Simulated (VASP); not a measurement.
# GaN: what each functional gives, and what it costs, part 4 of 7

Aim: compute the gap of GaN from the cheapest level upwards and hold each value against experiment. LASPH is on for some levels and off for others; the table marks which. The start is a cell from a database of measured crystal structures.

VASP 6.6.1, plane waves and PAW; the level of theory is named at each step.

Still holding for the runs below: Spin-orbit coupling is off here; it would split degenerate levels.

So far, least gap on mesh and path (eV): step 2 (bands, level LDA, k 5×5×3) 1.98; step 4 (bands, level r2SCAN, k 5×5×3) 2.37; step 5 (bands, level TB-mBJ, k 5×5×3) 3.15; step 6 (bands, level SCAN, k 5×5×3) 2.27; step 7 (bands, level LAK, k 5×5×3) 2.79.

The database entry behind the starting cell differs from later determinations by our own check (about 0.3 % short, ideal inner coordinate), so it need not match the best structure at ambient conditions.

## 9. Bands with HSE06, k 5×5×3

This step: HSE06; plane waves and PAW (Ga_d, N) (VASP 6.6.1).

HSE06 mixes in a quarter of exact exchange at short range, at far higher cost; in semiconductors this cures much of the gap error, while metals seldom gain.

INCAR

```
SYSTEM = GaN
PREC = Accurate
ENCUT = 520
EDIFF = 1E-06
NELM = 100
ISMEAR = 0
SIGMA = 0.02
LREAL = .FALSE.
ALGO = Normal
LHFCALC = .TRUE.
AEXX = 0.25
GGA = PE
HFSCREEN = 0.2
LASPH = .TRUE.
NBANDS = 24
PRECFOCK = Fast
LORBIT = 11
LWAVE = .FALSE.
LCHARG = .FALSE.
KPAR = 8
```

POSCAR

```
GaN
1.0
    3.1800000000      0.0000000000      0.0000000000
   -1.5900000000      2.7539607840      0.0000000000
    0.0000000000      0.0000000000      5.1660000000
Ga N
2 2
Direct
    0.3333333333      0.6666666667      0.0000000000
    0.6666666667      0.3333333333      0.5000000000
    0.3333333333      0.6666666667      0.3750000000
    0.6666666667      0.3333333333      0.8750000000
```

KPOINTS

```
Automatic mesh
0
Gamma
5 5 3
0 0 0
```

KPOINTS_OPT

```
Line mode
6
Line-mode
Reciprocal
  0.00000000   0.00000000   0.00000000 GAMMA
  0.50000000   0.00000000   0.00000000 M

  0.50000000   0.00000000   0.00000000 M
  0.33333333   0.33333333   0.00000000 K

  0.33333333   0.33333333   0.00000000 K
  0.00000000   0.00000000   0.00000000 GAMMA

  0.00000000   0.00000000   0.00000000 GAMMA
  0.00000000   0.00000000   0.50000000 A

  0.00000000   0.00000000   0.50000000 A
  0.50000000   0.00000000   0.50000000 L

  0.50000000   0.00000000   0.50000000 L
  0.33333333   0.33333333   0.50000000 H

  0.33333333   0.33333333   0.50000000 H
  0.00000000   0.00000000   0.50000000 A

  0.50000000   0.00000000   0.50000000 L
  0.50000000   0.00000000   0.00000000 M

  0.33333333   0.33333333   0.00000000 K
  0.33333333   0.33333333   0.50000000 H
```

Potentials, in the order of the species: Ga_d and N (PBE family, release 64).

The run starts from files that an earlier step left in the folder.

Launch:

```console
$ mpirun -np 8 vasp_std
```

Numbers of over 12 decimals in the logs are rounded to 6 here.

What it wrote:

```text
[banner, memory and clock lines left out]
running    8 mpi-ranks, on    1 nodes
[...]
[... a notice as in an earlier step ...]

 LDA part: xc-table for (Slater+PW92), standard interpolation
 found WAVECAR, reading the header
 POSCAR, INCAR and KPOINTS ok, starting setup
[...]
reading WAVECAR
 the WAVECAR file was read successfully
 initial charge from wavefunction
 entering main loop
       N       E                     dE             d eps       ncg     rms          rms(c)
DAV:   1    -0.295756976557E+02   -0.29576E+02   -0.12127E+00   704   0.306E+01    0.790E-01
DAV:   2    -0.295734814283E+02    0.22162E-02   -0.13844E-01   760   0.721E+00    0.590E-01
DAV:   3    -0.295699913535E+02    0.34901E-02   -0.16457E-02   736   0.255E+00    0.351E-01
DAV:   4    -0.295696490175E+02    0.34234E-03   -0.43062E-03   712   0.671E-01    0.161E-01
[...]
DAV:   9    -0.295693653111E+02    0.32014E-05   -0.14117E-06   336   0.109E-02    0.106E-02
DAV:  10    -0.295693640841E+02    0.12270E-05   -0.56991E-07   264   0.735E-03    0.640E-03
DAV:  11    -0.295693635989E+02    0.48522E-06   -0.25558E-07   264   0.499E-03
   1 F= -.29569364E+02 E0= -.29569364E+02  d E =-.126638E-24
 Start KPOINTS_OPT (optional k-point list driver)
k-point batch [1-10\54]
       N       E                     dE             ncg
DAV:   1     0.902337231127E+03   -0.86062E+04      528
DAV:   2    -0.204011789724E+04   -0.29425E+04      488
DAV:   3    -0.241615561851E+04   -0.37604E+03      584
DAV:   4    -0.243417724790E+04   -0.18022E+02      664
DAV:   5    -0.243447994520E+04   -0.30270E+00      608
DAV:   6    -0.243448704528E+04   -0.71001E-02      736
DAV:   7    -0.243448717479E+04   -0.12951E-03      600
DAV:   8    -0.243448717781E+04   -0.30112E-05      520
DAV:   9    -0.243448717795E+04   -0.14502E-06      400
[...]
k-point batch [51-54\54]
       N       E                     dE             ncg
DAV:   1     0.895503327540E+04   -0.59483E+04      200
DAV:   2     0.778062366951E+04   -0.11744E+04      200
DAV:   3     0.763352488931E+04   -0.14710E+03      248
DAV:   4     0.762747132134E+04   -0.60536E+01      232
DAV:   5     0.762736328114E+04   -0.10804E+00      256
DAV:   6     0.762735960698E+04   -0.36742E-02      272
DAV:   7     0.762735956324E+04   -0.43736E-04      208
DAV:   8     0.762735956282E+04   -0.41968E-06      168
```

The job ended after 6.7 min (8 MPI ranks of Intel Xeon 6975P-C (Granite Rapids), shared host; peak memory 2.3 GiB; 53 min of CPU time).

Parts of OUTCAR (step 9):

```text
 POSITION                                       TOTAL-FORCE (eV/Angst)
 -----------------------------------------------------------------------------------
     -0.00000      1.83597      0.00000        -0.000000     -0.000000     -0.153021
      1.59000      0.91799      2.58300         0.000000      0.000000     -0.153021
     -0.00000      1.83597      1.93725         0.000000     -0.000000      0.153021
      1.59000      0.91799      4.52025         0.000000     -0.000000      0.153021
 -----------------------------------------------------------------------------------
    total drift:                               -0.000000     -0.000003     -0.000090

  FREE ENERGIE OF THE ION-ELECTRON SYSTEM (eV)
  ---------------------------------------------------
  free  energy   TOTEN  =       -29.5693635989 eV

  energy  without entropy=      -29.5693635989  energy(sigma->0) =      -29.56936360

[... 1 part as in an earlier step ...]

[... 2 further parts left out ...]
[key lines of the parts left out:]
E-fermi :   4.7367
```

Electronic bands along the path, in eV, zero at the valence-band top; v1 is the highest filled band, c1 the lowest empty one:

```
    point     v4     v3     v2     v1    c1    c2     c3     c4
        Γ  -1.15  -0.06   0.00   0.00  3.28  5.77  11.06  11.52
        M  -4.58  -3.00  -2.41  -1.07  6.39  7.04   7.49  10.57
        K  -5.68  -3.27  -3.27  -2.94  6.31  9.72   9.72  10.00
        Γ  -1.15  -0.06   0.00   0.00  3.28  5.77  11.06  11.52
        A  -0.59  -0.59  -0.59  -0.59  5.74  5.74  10.17  10.17
        L  -2.11  -2.11  -2.07  -2.07  5.72  5.72   9.44   9.44
        H  -4.55  -4.55  -1.61  -1.61  7.99  7.99   8.75   8.75
        A  -0.59  -0.59  -0.59  -0.59  5.74  5.74  10.17  10.17
jump to L  -2.11  -2.11  -2.07  -2.07  5.72  5.72   9.44   9.44
        M  -4.58  -3.00  -2.41  -1.07  6.39  7.04   7.49  10.57
jump to K  -5.68  -3.27  -3.27  -2.94  6.31  9.72   9.72  10.00
        H  -4.55  -4.55  -1.61  -1.61  7.99  7.99   8.75   8.75
```

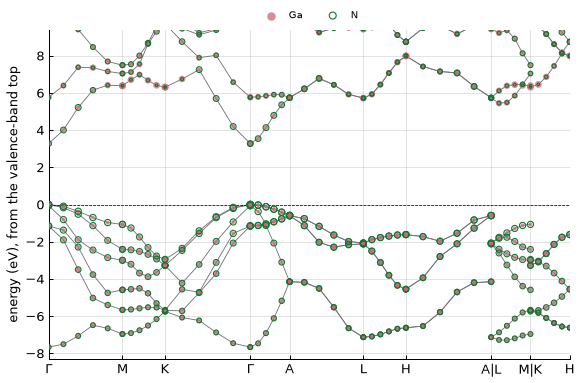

Electronic bands along the path; dots are coloured as in the legend, and their area grows with the weight.

The gap is 3.28 eV, direct at Γ. Against LDA that is +1.30 eV; this run took 45 times the core time, on fewer points of the path. The direct gap lies -0.23 eV from the measured 3.50 eV.

## 10. Bands with B3LYP, k 5×5×3

This step: B3LYP; plane waves and PAW (Ga_d, N) (VASP 6.6.1).

B3LYP, with a fifth of exact exchange, was fitted to molecules.

Changes to INCAR since step 9:

```diff
@@ -10,5 +10,7 @@
 LHFCALC = .TRUE.
-AEXX = 0.25
-GGA = PE
-HFSCREEN = 0.2
+AEXX = 0.2
+GGA = B3
+AGGAX = 0.72
+AGGAC = 0.81
+ALDAC = 0.19
 LASPH = .TRUE.
@@ -16,2 +18,3 @@
 PRECFOCK = Fast
+HFRCUT = -1
 LORBIT = 11
```

POSCAR is that of step 9.

KPOINTS is that of step 9.

KPOINTS_OPT is that of step 9.

Launch:

```console
$ mpirun -np 8 vasp_std
```

What it wrote:

```text
[banner, memory and clock lines left out]
running    8 mpi-ranks, on    1 nodes
[...]
[... a notice as in an earlier step ...]

 [... a notice as in an earlier step ...]

 LDA part: xc-table for (Slater(with rela. corr.)+VWN3), standard interpolation
 found WAVECAR, reading the header
 POSCAR, INCAR and KPOINTS ok, starting setup
[...]
HFRCUT set to (new)   9.321890
 reading WAVECAR
 the WAVECAR file was read successfully
 initial charge from wavefunction
 entering main loop
       N       E                     dE             d eps       ncg     rms          rms(c)
DAV:   1    -0.279553786845E+02   -0.27955E+02   -0.58756E-01   624   0.225E+01    0.104E+00
DAV:   2    -0.279325074557E+02    0.22871E-01   -0.12431E-01   592   0.454E+00    0.472E-01
DAV:   3    -0.279268177652E+02    0.56897E-02   -0.31267E-02   640   0.162E+00    0.171E-01
DAV:   4    -0.279276410898E+02   -0.82332E-03   -0.33398E-03   696   0.874E-01    0.135E-01
DAV:   5    -0.279275263311E+02    0.11476E-03   -0.51544E-04   816   0.416E-01    0.717E-02
[...]
DAV:   8    -0.279275374450E+02    0.47801E-06   -0.24468E-06   456   0.173E-02
   1 F= -.27927537E+02 E0= -.27927537E+02  d E =-.279049E-20
 Start KPOINTS_OPT (optional k-point list driver)
k-point batch [1-10\54]
       N       E                     dE             ncg
DAV:   1     0.999522435775E+03   -0.85090E+04      528
DAV:   2    -0.194502121643E+04   -0.29445E+04      496
DAV:   3    -0.231601681548E+04   -0.37100E+03      584
DAV:   4    -0.233207165322E+04   -0.16055E+02      672
DAV:   5    -0.233231462696E+04   -0.24297E+00      616
DAV:   6    -0.233232150191E+04   -0.68749E-02      736
DAV:   7    -0.233232161728E+04   -0.11538E-03      608
DAV:   8    -0.233232162087E+04   -0.35805E-05      560
DAV:   9    -0.233232162103E+04   -0.16245E-06      432
[...]
k-point batch [51-54\54]
       N       E                     dE             ncg
DAV:   1     0.899410985721E+04   -0.59092E+04      200
DAV:   2     0.781393117532E+04   -0.11802E+04      208
DAV:   3     0.767403195892E+04   -0.13990E+03      240
DAV:   4     0.766875705823E+04   -0.52749E+01      240
DAV:   5     0.766866402842E+04   -0.93030E-01      248
DAV:   6     0.766866076215E+04   -0.32663E-02      280
DAV:   7     0.766866072763E+04   -0.34519E-04      232
DAV:   8     0.766866072720E+04   -0.42894E-06      168
```

Wall time 6.3 min (8 MPI ranks); peak memory 1.6 GiB.

From OUTCAR (step 10):

```text
 POSITION                                       TOTAL-FORCE (eV/Angst)
 -----------------------------------------------------------------------------------
     -0.00000      1.83597      0.00000        -0.000000     -0.000000     -0.147226
      1.59000      0.91799      2.58300         0.000000     -0.000000     -0.147226
     -0.00000      1.83597      1.93725         0.000000      0.000000      0.147226
      1.59000      0.91799      4.52025        -0.000000     -0.000000      0.147226
 -----------------------------------------------------------------------------------
    total drift:                               -0.000003     -0.000003      0.000051

  FREE ENERGIE OF THE ION-ELECTRON SYSTEM (eV)
  ---------------------------------------------------
  free  energy   TOTEN  =       -27.9275374450 eV

  energy  without entropy=      -27.9275374450  energy(sigma->0) =      -27.92753744

[... 2 parts as in an earlier step ...]

[... 1 further part left out ...]
[key lines of the parts left out:]
E-fermi :   4.7868
```

Electronic bands along the path, in eV, zero at the valence-band top; v1 is the highest filled band, c1 the lowest empty one:

```
    point     v4     v3     v2     v1    c1    c2     c3     c4
        Γ  -1.13  -0.05   0.00   0.00  3.67  6.10  11.40  11.82
        M  -4.49  -2.93  -2.33  -1.05  6.87  7.44   7.90  10.74
        K  -5.59  -3.19  -3.19  -2.87  6.89  9.87   9.87  10.47
        Γ  -1.13  -0.05   0.00   0.00  3.67  6.10  11.40  11.82
        A  -0.58  -0.58  -0.58  -0.58  6.09  6.09  10.53  10.53
        L  -2.07  -2.07  -2.02  -2.02  6.20  6.20   9.74   9.74
        H  -4.43  -4.43  -1.58  -1.58  8.35  8.35   9.24   9.24
        A  -0.58  -0.58  -0.58  -0.58  6.09  6.09  10.53  10.53
jump to L  -2.07  -2.07  -2.02  -2.02  6.20  6.20   9.74   9.74
        M  -4.49  -2.93  -2.33  -1.05  6.87  7.44   7.90  10.74
jump to K  -5.59  -3.19  -3.19  -2.87  6.89  9.87   9.87  10.47
        H  -4.43  -4.43  -1.58  -1.58  8.35  8.35   9.24   9.24
```

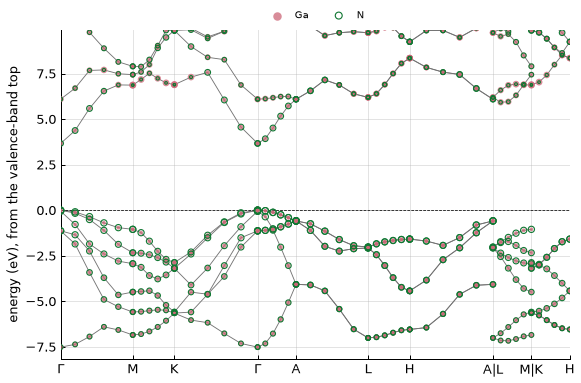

Electronic bands along the path; dots are coloured as in the legend, and their area grows with the weight.

The gap is 3.67 eV, direct at Γ. Against LDA that is +1.69 eV; this run took 43 times the core time, on fewer points of the path. The direct gap lies +0.16 eV from the measured 3.50 eV.

(Part 4 of 7 ends here.)

[Lines on the potential files, build, host, timing and source positions are cut from VASP's logs without a mark.]

[Logs are printed without paths, hosts, clocks, repeated set-up lines and the standing remarks that a program may print on its own settings, such as how far it seeks lower states.]

[Hosts, paths, dates, database ids (printed as entryN), source tags and the programs' standing remarks are cut or masked in the printed files.]

[A measured line is paired with the nearest computed mode of its activity, which favours agreement.]
